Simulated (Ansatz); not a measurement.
## What a change does: single-point calculation on Zr2SiO4

System: Zr2SiO4 (slab, 7 atoms in the cell).
Method of run 1: DFT PBE+D3(BJ), scalar-relativistic, plane waves, PAW, PAW set soft_1, spin-polarised (Ansatz 0.2.0).

The structure derives from an entry of the Crystallography Open Database. Text and figures count atoms from 1; the logs count them from 0 in places.

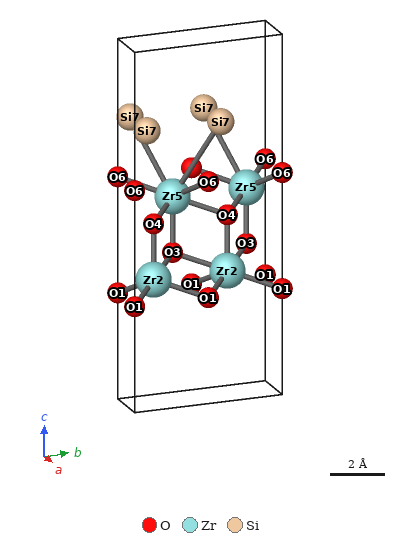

The structure as given in the input (ball-and-stick view of the 1 × 2 repeat of the cell, with the vacuum cut short, seen slightly off an axis; atoms are numbered from 1 in the order of the input). An atom can appear more than once, as a periodic image.

### Input, run 1
```yaml
crystal:
  lattice:
    - [3.597441458, 0.0, 0.0]
    - [-1.798720729, 3.1154756913, 0.0]
    - [0.0, 0.0, 21.3728427344]
  atoms:
    - { symbol: O, position: [0.0, 0.0, 0.1871533913] }
    - { symbol: Zr, position: [0.6666666667, 0.3333333333, 0.221511229] }
    - { symbol: O, position: [0.3333333333, 0.6666666667, 0.2558690668] }
    - { symbol: O, position: [0.6666666667, 0.3333333333, 0.3197992968] }
    - { symbol: Zr, position: [0.3333333333, 0.6666666667, 0.3546358399] }
    - { symbol: O, position: [0.0, 0.0, 0.3917514782] }
    - { symbol: Si, position: [0.0, 0.1666666667, 0.4946858434], spin: 2.0 }
basis:
  ecutwfc: 420
kpoints:
  mp_grid: { grid: [9, 9, 1] }
hamiltonian:
  xc: pbe
  pseudopotentials: { kind: paw, azcp: { folder: soft_1 } }
  dispersion: d3bj
scf:
  occupations: { method: gaussian, width: 0.05 }
output:
  forces: true
  eigenvalues: true
  populations: true
magnetization:
  spin_polarized: true
efield:
  axis: 3
  dipole_correction: true
  ramp_width: 0.04
```

Launched with:
```bash
ansatz run input.yaml --threads 1 --pin off --max-ram 3072MiB --backend cpu --events-out ev --progress --plain --runs-dir out
```

Hardware: 1 thread of Arm Neoverse V1, 24 GiB of memory available, shared host.

### Output, shortened to warnings, some set-up lines, iterations and results (run 1)
```
Basis set: ecut = 420 eV, 4583 PW (Γ), exchange–correlation on 50×50×288 points (8 copies of the dense FFT grid, shifted against one another)
Symmetry: 1 space group operations
k-points: 41 of 81 (time reversal used)
Initial density: superposition of atomic densities (neutral atoms: chi_scale 0, normalization atom)
[...]
SCF iter   1: F=—  HF=-11290.345575 eV  |F-HF|=—  |Δ(HF+E_count)|=         —  Δρ=5.67e-2 (↑5.67e-2 ↓5.60e-2)  dr2=3.41e1  dr2_m=1.63e-1  M=0.694 μB ∫|m|=0.697 μB  β_m=0.46  …
SCF iter   2: F=—  HF=-11284.373319 eV  |F-HF|=—  |Δ(HF+E_count)|=    5.97e0  Δρ=3.18e-2 (↑3.18e-2 ↓3.14e-2)  dr2=1.17e1  dr2_m=7.33e-2  M=0.428 μB ∫|m|=0.433 μB  β_m=0.48  …
SCF iter   3: F=—  HF=-11281.485098 eV  |F-HF|=—  |Δ(HF+E_count)|=    2.89e0  Δρ=1.06e-2 (↑1.06e-2 ↓1.06e-2)  dr2=8.41e-1  dr2_m=4.64e-3  M=0.235 μB ∫|m|=0.237 μB  β_m=0.48  …
SCF iter   4: F=—  HF=-11281.434767 eV  |F-HF|=—  |Δ(HF+E_count)|=   5.03e-2  Δρ=5.10e-3 (↑5.03e-3 ↓5.10e-3)  dr2=2.40e-1  dr2_m=1.78e-3  M=0.237 μB ∫|m|=0.239 μB  β_m=0.53  …
SCF iter   5: F=—  HF=-11281.448805 eV  |F-HF|=—  |Δ(HF+E_count)|=   1.40e-2  Δρ=2.69e-3 (↑2.69e-3 ↓2.65e-3)  dr2=7.45e-2  dr2_m=4.16e-4  M=0.229 μB ∫|m|=0.233 μB  β_m=0.49  …
[... 8 lines ...]
SCF iter  14: F=—  HF=-11281.449646 eV  |F-HF|=—  |Δ(HF+E_count)|=   1.50e-7  Δρ=2.78e-6 (↑2.78e-6 ↓2.73e-6)  dr2=5.69e-8  dr2_m=5.16e-9  M=0.230 μB ∫|m|=0.236 μB  β_m=0.70  …
SCF iter  15: F=—  HF=-11281.449646 eV  |F-HF|=—  |Δ(HF+E_count)|=   2.65e-8  Δρ=9.54e-7 (↑9.54e-7 ↓8.84e-7)  dr2=5.05e-9  dr2_m=7.38e-10  M=0.230 μB ∫|m|=0.236 μB  β_m=0.65  …
SCF iter  16: F=—  HF=-11281.449646 eV  |F-HF|=—  |Δ(HF+E_count)|=   4.21e-9  Δρ=5.07e-7 (↑5.07e-7 ↓4.68e-7)  dr2=1.61e-9  dr2_m=1.21e-10  M=0.230 μB ∫|m|=0.236 μB  β_m=0.58  …
SCF iter  17: F=-11281.449646 eV  HF=-11281.449646 eV  |F-HF|=4.55e-10  |Δ(HF+E_count)|=  6.89e-10  Δρ=1.70e-7 (↑1.36e-7 ↓1.70e-7)  dr2=1.01e-10  dr2_m=3.03e-11  M=0.230 μB …
SCF 1 converged in 17 iterations: F = -11281.449646 eV  dr2 = 1.01e-10
SCF converged after 17 iterations
Magnetization: 0.2298 μB (26.1149 up, 25.8851 down)
Absolute magnetization: 0.2367 μB (∫|ρ↑−ρ↓|, with the PAW one-centre terms)
Spin contamination: 0.0017 ħ² per cell (⟨S²⟩ above its minimum at these occupations)
Per-site moments (μB) at R_I (Å): [(6.961554099421891e-5, 0.9087267698271186), (0.004185662999547989, 0.8665368589999461), (0.0006582248214320538, 0.8707572674008185), (0.0010393481717767927, 0.8665368589999461), (0.012483227307411294, 0.8707572674008185), (0.01718342433989907, 0.9171178223998405), …
Free energy (F): -11281.449646 eV
Harris-Foulkes:  -11281.449646 eV  (|F-HF|=4.55e-10)
Internal energy: -11281.447569 eV  (E = F + TS)
E sigma→0 (E₀):  -11281.448607 eV
Entropy (-TS):   -0.002077 eV (-0.297 meV/atom)
Fermi energy:    2.561923 eV
Dipole field:    D = -0.039678 V/Å  (p = -0.052526 e·Å, saw-weighted, corrected)
Work function:   Φ+ = 3.9308 eV   Φ− = 3.0828 eV
Levels:          The Fermi level and band energies are counted from a zero that moves with the ramp; work functions are not
--- Per-component energies (eV) ---
  E_band       = -736.669762
  E_kinetic    = 1339.009603
  E_local      = -39930.582638  (includes V_loc(G=0)·N_el)
  E_nonlocal   = 374.794813
  E_hartree    = 19309.232342
  E_xc         = -651.431582
  E_vxc        = -777.319009  (∫ρ·V_xc dr)
  E_paw        = -7086.513930  (= ΣΔE_a)
  E_vpaw       = -359.424305  (= ΣTr[D̂ρ^β])
  E_aug_tail   = 0.003112  (compensation charges beyond the density's cutoff)
  E_efield     = 0.001042  (sawtooth field / dipole correction)
  E_vefield    = -1.615871  (∫n·V_field dr)
  E_ewald      = 15365.490140
  E_disp       = -1.450471  (pairwise vdW)
  E_smearing   = -0.002077  (= −TS)
  E_closure    = 0.000000  (closes the sum)
  Σ components = -11281.449646   (vs F -11281.449646, Δ=0.00e0)
--- Forces (eV/Å), atoms counted from 1 ---
  atom   1  O     -0.00316588    -0.00805354    -0.56662214
  atom   2  Zr     0.00241354     0.00460622     0.08103081
  atom   3  O     -0.01511713    -0.01925280     0.14678822
  atom   4  O     -0.04619977     0.04795905     0.25381466
  atom   5  Zr     0.05282772     0.07226515     0.78466650
  atom   6  O     -0.22754856     0.24097728     0.26199319
  atom   7  Si     0.23679107    -0.33849966    -0.96167141
  max |Σ_I F_I| component: 1.69e-6 eV/Å
--- Löwdin populations: 7 sites ---
  site symbol       q [e]    m [muB]
     0      O      6.7559    -0.0001
     1     Zr     10.4707     0.0101
     2      O      6.6719     0.0012
     3      O      6.6673     0.0012
     4     Zr     10.5355     0.0381
     5      O      6.6856     0.0187
     6     Si      3.9710     0.1553
  spilling = 0.004656 (of n_electrons = 52.000000)
```

For run 2 the input was changed thus:
```diff
-  ecutwfc: 420
+  ecutwfc: "33.1 Ry"
-  populations: true
+accuracy: low
```

How does run 2 compare with run 1?

The free energy of run 2 is 1.4 meV per atom lower, which measures how much it depends on this numerical setting. More plane waves can only lower the energy of a fixed Hamiltonian, so the higher cutoff gives the lower value. The number of SCF iterations is the same. The plane waves at Γ go from 4583 to 5233.

### Output, shortened to warnings, some set-up lines, iterations and results (run 2)
```
Basis set: ecut = 450.3484423711014 eV, 5233 PW (Γ), exchange–correlation on 50×50×300 points (8 copies of the dense FFT grid, shifted against one another)
Symmetry: 1 space group operations
k-points: 41 of 81 (time reversal used)
Initial density: superposition of atomic densities (neutral atoms: chi_scale 0, normalization atom)
[...]
SCF iter   1: F=—  HF=-11290.357336 eV  |F-HF|=—  |Δ(HF+E_count)|=         —  Δρ=5.67e-2 (↑5.67e-2 ↓5.61e-2)  dr2=3.41e1  dr2_m=1.63e-1  M=0.694 μB ∫|m|=0.697 μB  β_m=0.46  …
SCF iter   2: F=—  HF=-11284.352508 eV  |F-HF|=—  |Δ(HF+E_count)|=    6.00e0  Δρ=3.18e-2 (↑3.18e-2 ↓3.14e-2)  dr2=1.17e1  dr2_m=7.32e-2  M=0.429 μB ∫|m|=0.434 μB  β_m=0.47  …
SCF iter   3: F=—  HF=-11281.496176 eV  |F-HF|=—  |Δ(HF+E_count)|=    2.86e0  Δρ=1.07e-2 (↑1.07e-2 ↓1.07e-2)  dr2=8.41e-1  dr2_m=4.79e-3  M=0.239 μB ∫|m|=0.241 μB  β_m=0.48  …
SCF iter   4: F=—  HF=-11281.434729 eV  |F-HF|=—  |Δ(HF+E_count)|=   6.14e-2  Δρ=5.18e-3 (↑5.11e-3 ↓5.18e-3)  dr2=2.40e-1  dr2_m=1.86e-3  M=0.238 μB ∫|m|=0.241 μB  β_m=0.53  …
SCF iter   5: F=—  HF=-11281.455718 eV  |F-HF|=—  |Δ(HF+E_count)|=   2.10e-2  Δρ=2.76e-3 (↑2.76e-3 ↓2.72e-3)  dr2=7.55e-2  dr2_m=4.31e-4  M=0.229 μB ∫|m|=0.234 μB  β_m=0.48  …
[... 8 lines ...]
SCF iter  14: F=—  HF=-11281.459501 eV  |F-HF|=—  |Δ(HF+E_count)|=   1.57e-7  Δρ=2.77e-6 (↑2.77e-6 ↓2.74e-6)  dr2=5.87e-8  dr2_m=4.78e-9  M=0.230 μB ∫|m|=0.236 μB  β_m=0.70  …
SCF iter  15: F=—  HF=-11281.459501 eV  |F-HF|=—  |Δ(HF+E_count)|=   2.23e-8  Δρ=1.02e-6 (↑1.02e-6 ↓9.51e-7)  dr2=6.09e-9  dr2_m=7.24e-10  M=0.230 μB ∫|m|=0.236 μB  β_m=0.64  …
SCF iter  16: F=—  HF=-11281.459501 eV  |F-HF|=—  |Δ(HF+E_count)|=   4.41e-9  Δρ=5.24e-7 (↑5.24e-7 ↓4.73e-7)  dr2=1.64e-9  dr2_m=1.37e-10  M=0.230 μB ∫|m|=0.236 μB  β_m=0.58  …
SCF iter  17: F=-11281.459501 eV  HF=-11281.459501 eV  |F-HF|=6.49e-10  |Δ(HF+E_count)|=   1.36e-9  Δρ=1.75e-7 (↑1.44e-7 ↓1.75e-7)  dr2=1.10e-10  dr2_m=3.38e-11  M=0.230 μB …
SCF 1 converged in 17 iterations: F = -11281.459501 eV  dr2 = 1.10e-10
SCF converged after 17 iterations
Magnetization: 0.2298 μB (26.1149 up, 25.8851 down)
Absolute magnetization: 0.2367 μB (∫|ρ↑−ρ↓|, with the PAW one-centre terms)
Spin contamination: 0.0017 ħ² per cell (⟨S²⟩ above its minimum at these occupations)
Per-site moments (μB) at R_I (Å): [(6.957533677222293e-5, 0.9087267698271186), (0.004186261394520877, 0.8665368589999461), (0.000657935596924101, 0.8707572674008185), (0.0010393751260827722, 0.8665368589999461), (0.012484940504731699, 0.8707572674008185), (0.017180829410506512, 0.9171178223998405), …
Free energy (F): -11281.459501 eV
Harris-Foulkes:  -11281.459501 eV  (|F-HF|=6.49e-10)
Internal energy: -11281.457424 eV  (E = F + TS)
E sigma→0 (E₀):  -11281.458462 eV
Entropy (-TS):   -0.002077 eV (-0.297 meV/atom)
Fermi energy:    2.562054 eV
Dipole field:    D = -0.039680 V/Å  (p = -0.052527 e·Å, saw-weighted, corrected)
Work function:   Φ+ = 3.9307 eV   Φ− = 3.0827 eV
Levels:          The Fermi level and band energies are counted from a zero that moves with the ramp; work functions are not
--- Per-component energies (eV) ---
  E_band       = -736.662882
  E_kinetic    = 1338.633100
  E_local      = -39930.534438  (includes V_loc(G=0)·N_el)
  E_nonlocal   = 375.117211
  E_hartree    = 19309.225679
  E_xc         = -651.337112
  E_vxc        = -777.197600  (∫ρ·V_xc dr)
  E_paw        = -7086.605008  (= ΣΔE_a)
  E_vpaw       = -359.519056  (= ΣTr[D̂ρ^β])
  E_aug_tail   = 0.002434  (compensation charges beyond the density's cutoff)
  E_efield     = 0.001042  (sawtooth field / dipole correction)
  E_vefield    = -1.615918  (∫n·V_field dr)
  E_ewald      = 15365.490140
  E_disp       = -1.450471  (pairwise vdW)
  E_smearing   = -0.002077  (= −TS)
  E_closure    = -0.000000  (closes the sum)
  Σ components = -11281.459501   (vs F -11281.459501, Δ=0.00e0)
--- Forces (eV/Å), atoms counted from 1 ---
  atom   1  O     -0.00316658    -0.00805456    -0.56656854
  atom   2  Zr     0.00241466     0.00460658     0.08088063
  atom   3  O     -0.01511851    -0.01925931     0.14603684
  atom   4  O     -0.04619313     0.04794107     0.25485243
  atom   5  Zr     0.05283246     0.07227588     0.78488431
  atom   6  O     -0.22758509     0.24101772     0.26156692
  atom   7  Si     0.23681731    -0.33852562    -0.96165657
  max |Σ_I F_I| component: 3.98e-6 eV/Å
```

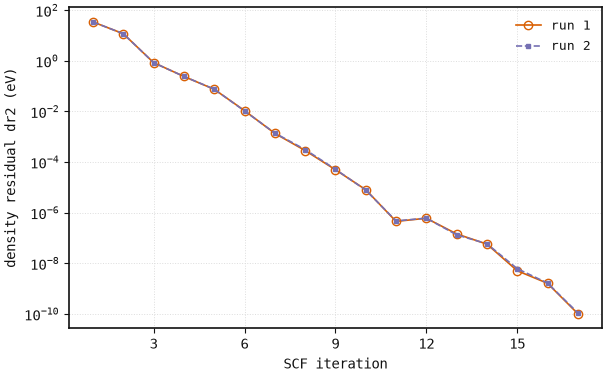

Convergence of the two runs: density residual dr2 against the SCF iteration. Run 1 takes 17 iterations in all, and run 2 takes 17.

### The two runs side by side

| quantity | run 1 | run 2 |
| --- | --- | --- |
| outcome | converged | converged |
| free energy per atom (eV) | −1611.6357 | −1611.6371 |
| gap on the mesh (eV) | 0.00 | 0.00 |
| net moment of the cell (μB) | 0.23 | 0.23 |
| absolute moment of the cell (μB) | 0.24 | 0.24 |
| work function (eV) | 3.93 | – |
| largest force (eV/Å) | 1.047 | 1.047 |
| SCF iterations | 17 | 17 |
| irreducible k-points | 41 | 41 |
| plane waves at Γ | 4583 | 5233 |
| wall time (shared host) | 2.1 min | 2 min |

For run 2: These settings are looser than, or depart from, a standard set-up, so the numbers are not reference values for this system. The input asks for low accuracy.
